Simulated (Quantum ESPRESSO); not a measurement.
# 2H-MoS2, 2 layers, AA' stacking, stepped through the field along the normal, part 2 of 4

Wanted: a table for 2H-MoS2, 2 layers, AA' stacking against the field along the normal, and what can be fitted to it.

Quantum ESPRESSO 7.5; plane-wave DFT, PBE, GBRV ultrasoft pseudopotentials.

So far. Step 2 (Variable-cell relaxation of the reference):  The last row is no step: it is a fresh SCF in the final cell with a new plane-wave basis, +0 meV from the row before.

### 3. Self-consistent run, 0 V/Å

The self-consistent run of this member.

Level of this step: plane-wave DFT, PBE, GBRV ultrasoft pseudopotentials (Quantum ESPRESSO 7.5).

Contents of m0.scf.in:

```
&control
  prefix = 'm0.scf'
  outdir = './out'
  pseudo_dir = './pseudo'
  calculation = 'scf'
  tprnfor = .true.
  tefield = .true.
  dipfield = .true.
/
&system
  ibrav = 0
  nat = 6
  ntyp = 2
  ecutwfc = 40
  ecutrho = 200
  occupations = 'smearing'
  smearing = 'fd'
  degauss = 0.002
  edir = 3
  emaxpos = 0.97
  eopreg = 0.04
  eamp = 0.0
  nbnd = 32
/
&electrons
  conv_thr = 1e-09
  mixing_beta = 0.4
  electron_maxstep = 120
  mixing_mode = 'plain'
/
ATOMIC_SPECIES
  S   32.0600  s_pbe_v1.4.uspp.F.UPF
  Mo  95.9500  mo_pbe_v1.uspp.F.UPF
CELL_PARAMETERS angstrom
  3.15323070400000 0.00000000000000 0.00000000000000
  -1.57661535200000 2.73077789400000 0.00000000000000
  0.00000000000000 0.00000000000000 26.72519547600000
ATOMIC_POSITIONS crystal
  S   0.333333333300 0.666666666700 0.327074191300
  Mo  0.000000000000 0.000000000000 0.385679694200
  S   0.333333333300 0.666666666700 0.444247135500
  S   0.000000000000 0.000000000000 0.555752864500
  Mo  0.333333333300 0.666666666700 0.614320305800
  S   0.000000000000 0.000000000000 0.672925808700
K_POINTS automatic
  12 12 1 0 0 0
```

On the command line:

```sh
OMP_NUM_THREADS=1 mpirun -n 4 pw.x -nk 4 -in m0.scf.in > m0.scf.out
```

The program printed:

```text
[banner, memory and clock lines left out]
Program PWSCF v.7.5 starts
[citation notice left out]

[...]
bravais-lattice index     =            0
     lattice parameter (alat)  =       5.9587  a.u.
     unit-cell volume          =    1552.9577 (a.u.)^3
     number of atoms/cell      =            6
     number of atomic types    =            2
     number of electrons       =        52.00
     number of Kohn-Sham states=           32
     kinetic-energy cutoff     =      40.0000  Ry
     charge density cutoff     =     200.0000  Ry
     scf convergence threshold =      1.0E-09
     mixing beta               =       0.4000
     number of iterations used =            8  plain     mixing
     Exchange-correlation= SLA  PW   PBE  PBE
                           (   1   4   3   4   0   0   0)

[...]
PseudoPot. # 1 for S  read from file:
     ./pseudo/s_pbe_v1.4.uspp.F.UPF
     Pseudo is Ultrasoft + core correction, Zval =  6.0
     Generated by new atomic code, or converted to UPF format
     Using radial grid of  907 points,  6 beta functions with:
                l(1) =   0
                l(2) =   0
                l(3) =   1
                l(4) =   1
                l(5) =   2
                l(6) =   2
     Q(r) pseudized with  8 coefficients,  rinner =    1.300   1.300   1.300
                                                       1.300   1.300

     PseudoPot. # 2 for Mo read from file:
     ./pseudo/mo_pbe_v1.uspp.F.UPF
     Pseudo is Ultrasoft + core correction, Zval = 14.0
     Generated by new atomic code, or converted to UPF format
     Using radial grid of  889 points,  6 beta functions with:
                l(1) =   0
                l(2) =   0
                l(3) =   1
                l(4) =   1
                l(5) =   2
                l(6) =   2
     Q(r) pseudized with  6 coefficients,  rinner =    1.000   1.000   1.000
                                                       1.000   1.000

     atomic species   valence    mass     pseudopotential
     S                 6.00    32.06000     S ( 1.00)
     Mo               14.00    95.95000     Mo( 1.00)

     No symmetry found

[...]
number of k points=    74  Fermi-Dirac smearing, width (Ry)=  0.0020
[...]
Dense  grid:    74369 G-vectors     FFT dimensions: (  27,  27, 240)

     Smooth grid:    52829 G-vectors     FFT dimensions: (  24,  24, 216)

     Initial potential from superposition of free atoms

     starting charge      51.9977, renormalised to      52.0000

     negative rho (up, down):  3.416E-03 0.000E+00

     Adding external electric field

     Computed dipole along edir(3) :
        Dipole               -0.0000 Ry au,         -0.0000 Debye
        Dipole field         -0.0000 Ry au,

        Potential amp.        0.0000 Ry
        Total length         48.4832 bohr

     Starting wfcs are   42 randomized atomic wfcs

     per-process dynamical memory:   113.0 Mb

     Self-consistent Calculation

     iteration #  1     ecut=    40.00 Ry     beta= 0.40
     Davidson diagonalization with overlap
     ethr =  1.00E-02,  avg # of iterations =  2.0

     Threshold (ethr) on eigenvalues was too large:
     Diagonalizing with lowered threshold

     Davidson diagonalization with overlap
     ethr =  3.25E-04,  avg # of iterations =  2.6

     negative rho (up, down):  3.459E-03 0.000E+00

     Adding external electric field

     Computed dipole along edir(3) :
        Dipole                0.0000 Ry au,          0.0000 Debye
        Dipole field          0.0000 Ry au,

        Potential amp.       -0.0000 Ry
        Total length         48.4832 bohr

     total energy              =    -375.42047817 Ry
     estimated scf accuracy    <       0.22262350 Ry

     iteration #  2     ecut=    40.00 Ry     beta= 0.40
[...]
negative rho (up, down):  3.441E-03 0.000E+00

[...]
Dipole                0.0003 Ry au,          0.0008 Debye
[...]
total energy              =    -375.43697516 Ry
     estimated scf accuracy    <       0.10031321 Ry

     iteration #  3     ecut=    40.00 Ry     beta= 0.40
[...]
negative rho (up, down):  3.462E-03 0.000E+00

[...]
Dipole               -0.0009 Ry au,         -0.0023 Debye
[...]
total energy              =    -375.45520380 Ry
     estimated scf accuracy    <       0.02659114 Ry

     iteration #  4     ecut=    40.00 Ry     beta= 0.40
[...]
negative rho (up, down):  3.461E-03 0.000E+00

[...]
Dipole                0.0009 Ry au,          0.0023 Debye
[...]
total energy              =    -375.45695725 Ry
     estimated scf accuracy    <       0.00780906 Ry

     iteration #  5     ecut=    40.00 Ry     beta= 0.40
[...]
negative rho (up, down):  3.453E-03 0.000E+00

[...]
Dipole               -0.0009 Ry au,         -0.0023 Debye
[...]
total energy              =    -375.45805226 Ry
     estimated scf accuracy    <       0.00399960 Ry

     iteration #  6     ecut=    40.00 Ry     beta= 0.40
[...]
negative rho (up, down):  3.449E-03 0.000E+00

[...]
Dipole                0.0044 Ry au,          0.0111 Debye
[...]
total energy              =    -375.45831205 Ry
     estimated scf accuracy    <       0.00028266 Ry

[...]
iteration # 12     ecut=    40.00 Ry     beta= 0.40
[...]
negative rho (up, down):  3.443E-03 0.000E+00

[...]
Dipole               -0.0000 Ry au,         -0.0001 Debye
[...]
total energy              =    -375.45841416 Ry
     estimated scf accuracy    <       0.00000002 Ry

     iteration # 13     ecut=    40.00 Ry     beta= 0.40
[...]
negative rho (up, down):  3.443E-03 0.000E+00

[...]
Dipole                0.0000 Ry au,          0.0000 Debye
[...]
total energy              =    -375.45841417 Ry
     estimated scf accuracy    <          8.2E-09 Ry

     iteration # 14     ecut=    40.00 Ry     beta= 0.40
[...]
negative rho (up, down):  3.443E-03 0.000E+00

[...]
Dipole               -0.0000 Ry au,         -0.0000 Debye
[...]
total energy              =    -375.45841417 Ry
     estimated scf accuracy    <          1.9E-09 Ry

     iteration # 15     ecut=    40.00 Ry     beta= 0.40
[...]
negative rho (up, down):  3.443E-03 0.000E+00

[...]
Dipole               -0.0000 Ry au,         -0.0000 Debye
[...]
End of self-consistent calculation

          k = 0.0000 0.0000 0.0000 (  6467 PWs)   bands (ev):

   -59.2229 -59.2229 -33.3752 -33.3751 -33.1364 -33.1364 -33.1364 -33.1364
   -12.6434 -12.4871 -11.3636 -11.1236  -4.3790  -3.8182  -0.9551  -0.9551
    -0.9477  -0.9477  -0.7674   0.1606   0.1606   0.1865   0.1865   0.3286
     1.3788   2.0986   4.4518   4.4518   4.4721   4.4722   4.6620   4.6620

          k = 0.0000 0.0962 0.0000 (  6537 PWs)   bands (ev):

   -59.2201 -59.2201 -33.3697 -33.3696 -33.1645 -33.1645 -33.1427 -33.1427
   -12.5368 -12.3812 -11.3152 -11.0826  -4.2593  -3.6996  -1.1944  -1.1820
    -1.0439  -0.8460  -0.8353  -0.4026  -0.0096   0.0188   0.3191   0.6971
     1.3632   1.9552   4.3307   4.3447   4.4236   4.4771   4.5143   4.6276

[...]
the Fermi energy is     2.6943 ev

!    total energy              =    -375.45841417 Ry
     estimated scf accuracy    <          1.0E-10 Ry
     smearing contrib. (-TS)   =      -0.00000000 Ry
     internal energy E=F+TS    =    -375.45841417 Ry

     The total energy is F=E-TS. E is the sum of the following terms:
     one-electron contribution =   -3237.96659083 Ry
     hartree contribution      =    1624.76721386 Ry
     xc contribution           =     -72.64553631 Ry
     ewald contribution        =    1310.38649911 Ry
     electric field correction =       0.00000000 Ry

     convergence has been achieved in  15 iterations

     negative rho (up, down):  3.443E-03 0.000E+00

     Forces acting on atoms (cartesian axes, Ry/au):

     atom    1 type  1   force =     0.00000000    0.00000000   -0.00449105
     atom    2 type  2   force =    -0.00000003    0.00000002   -0.00247694
     atom    3 type  1   force =     0.00000003   -0.00000002   -0.00013323
     atom    4 type  1   force =     0.00000002    0.00000001    0.00013358
     atom    5 type  2   force =    -0.00000000   -0.00000002    0.00247750
     atom    6 type  1   force =    -0.00000002   -0.00000000    0.00449014

     Total force =     0.007255     Total SCF correction =     0.000058

[...]
```

The job ended after 2.2 min (4 MPI ranks of Arm Neoverse V1, shared host; peak memory 0.79 GiB).

This step gave:

| Item | Value |
| --- | --- |
| free energy | -5108.3720 eV |
| Fermi energy | 2.694 eV |
| dipole along the normal | 0 e·Å |
| valence top, on the run's zero | 2.099 eV |
| conduction bottom, on the run's zero | 3.356 eV |
| gap by band count | 1.257 eV |

### 4. Electrostatic potential, 0 V/Å

plot_num = 11 writes the bare and Hartree potential, from which vacuum levels or, in a crystal, the mean potential are read.

Contents of m0.pot.in:

```
&inputpp
  prefix = 'm0.scf'
  outdir = './out'
  filplot = 'm0.pot.dat'
  plot_num = 11
/
```

On the command line:

```sh
OMP_NUM_THREADS=1 mpirun -n 4 pp.x -in m0.pot.in > m0.pot.out
```

The program printed:

```text
[banner, memory and clock lines left out]
Program POST-PROC v.7.5 starts

          URL

     ./out/m0.scf.save/

     IMPORTANT: XC functional enforced from input :
     Exchange-correlation= PBE
                           (   1   4   3   4   0   0   0)
     Any further DFT definition will be discarded
     Please, verify this is what you really want

     negative rho (up, down):  3.443E-03 0.000E+00

     Adding external electric field

     Computed dipole along edir(3) :
        Dipole               -0.0000 Ry au,         -0.0000 Debye
        Dipole field         -0.0000 Ry au,

        Potential amp.        0.0000 Ry
        Total length         48.4832 bohr

     Calling punch_plot, plot_num =  11

     Adding external electric field

     Computed dipole along edir(3) :
        Dipole               -0.0000 Ry au,         -0.0000 Debye
        Dipole field         -0.0000 Ry au,

        Potential amp.        0.0000 Ry
        Total length         48.4832 bohr

     Writing data to file  m0.pot.dat
     Message from routine chdens:
     namelist plot not found or invalid, exiting
```

Wall time 1 s (4 MPI ranks); peak memory 0.09 GiB; 3.8 s of CPU time.

Numbers from this step:

* slope of the potential above: 3.51e-5 eV/Å
* upper vacuum line continued to the top atoms, over the valence top: 5.460 eV
* slope of the potential below: -2.46e-5 eV/Å
* lower vacuum line continued to the bottom atoms, over the valence top: 5.460 eV
* vacuum level at the upper face over the valence top of the mesh: 5.461 eV
* vacuum level at the lower face over the valence top of the mesh: 5.460 eV

The potential energy, planar mean oscillates, so the rows of the table below give means over windows of 2 Å about each position, cut where the curve ends. Its maxima inside the range that stand out by 2 % of the span (Å: eV): 9.5: -6.27, 11.1: -6.37, 13.4: 4.52, 15.6: -6.37, 17.3: -6.27. Its minima: 8.8: -14.0, 10.4: -27.9, 11.8: -14.0, 14.9: -14.0, 16.4: -27.9, 17.9: -14.0.

Electrostatic potential energy of an electron, with the sawtooth; zero at the highest filled level of the SCF mesh. Table of potential energy, planar mean by z; means over each step:

```csv
z (Å),"potential energy, planar mean (eV)"
0,5.46
2,5.46
4,5.46
6,5.42
8,-2.60
10,-15.9
12,-6.62
14,-1.84
16,-16.1
18,-7.34
20,5.12
22,5.46
24,5.46
26,5.46
```

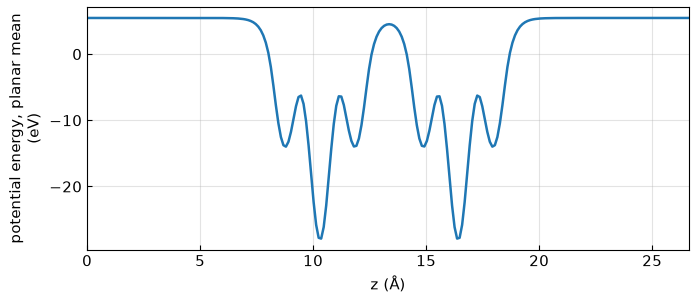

Potential energy, planar mean against z.

[end of part 2 of 4]

[Logs are printed without paths, hosts, clocks, repeated set-up lines and the standing remarks that a program may print on its own settings, such as how far it seeks lower states.]

[Hosts, paths, dates, database ids (printed as entryN), source tags and the programs' standing remarks are cut or masked in the printed files.]

[Maps of the electrostatic potential energy from Ansatz leave out the sawtooth potential of an applied field or a dipole correction, so their vacuum need not be flat; planar profiles and work functions include it.]
